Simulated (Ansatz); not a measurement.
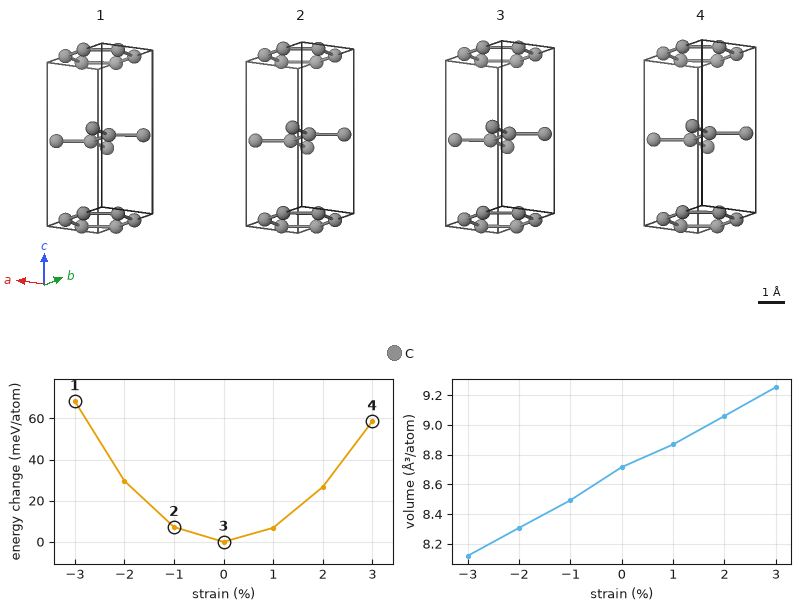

Members of a series of calculations on a crystal of C (set up in Fmmm), marked on the first curve. The picture is a ball-and-stick view of the cell of the calculation, seen from a free direction.

Level of theory: Ansatz, DFT LDA, scalar-relativistic, plane waves, PAW. Settings: plane-wave cutoff 420 eV; k-point mesh 14 × 8 × 6; occupations gaussian; smearing width 0.1 eV; no spin polarisation.

**Which kind of strain is it, and how does the structure respond?**

Biaxial strain in the a–b plane, c and atoms relaxed. 1 (strain −3.0 %): energy change 68.3 meV/atom, volume 8.12 Å³ per atom. 2 (strain −1.0 %): energy change 7.2 meV/atom, volume 8.49 Å³ per atom. 3 (strain 0.0 %): energy change 0.0 meV/atom, volume 8.72 Å³ per atom. 4 (strain 3.0 %): energy change 58.6 meV/atom, volume 9.25 Å³ per atom. The rest compares 1 with 4. The volume changes by +14.0 %, with a 2.372 → 2.519 Å (+6.2 %), b 4.106 → 4.360 Å (+6.2 %), c 6.668 → 6.740 Å (+1.1 %). Some distances before and after: C–C 1.369 → 1.454 Å.

Limits of the set-up: layers or molecules are held without a dispersion correction, so their spacing is unreliable.
